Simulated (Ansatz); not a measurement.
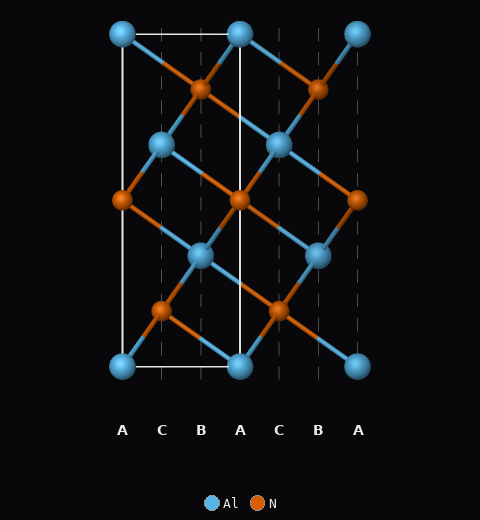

The picture looks along a close-packed row of the hexagonal mesh; [111] points upwards. The dashed lines mark the three columns A (0, 0), B (1/3, 2/3) and C (2/3, 1/3). The box is the hexagonal cell of the face-centred cubic lattice. The sequence starts with the first layer at or above the cell's origin.

AlN (space group Fm-3m, No. 225). Coordinates: the geometry relaxed with DFT, PBE, PAW with Ansatz's default frozen-core files, scalar-relativistic (Ansatz); the starting structure was generated, so it need not be a known form of this composition.

**Give the sequence of layers in one repeat, with element and column.**

Al(A) – N(C) – Al(B) – N(A) – Al(C) – N(B) (six layers in 7.05 Å).

**How are the N layers alone stacked?**

N layers alone: CAB, the cubic close-packed type.

**Which positions between or in the N layers do the other atoms fill?**

Al: three octahedral sites (per hexagonal cell).

Heights of the layers:

| layer | atoms (column) | height (Å) | to next (Å) |
| --- | --- | --- | --- |
| 1 | Al(A) | 0.00 | 1.18 |
| 2 | N(C) | 1.18 | 1.17 |
| 3 | Al(B) | 2.35 | 1.18 |
| 4 | N(A) | 3.53 | 1.18 |
| 5 | Al(C) | 4.70 | 1.17 |
| 6 | N(B) | 5.88 | 1.18 |
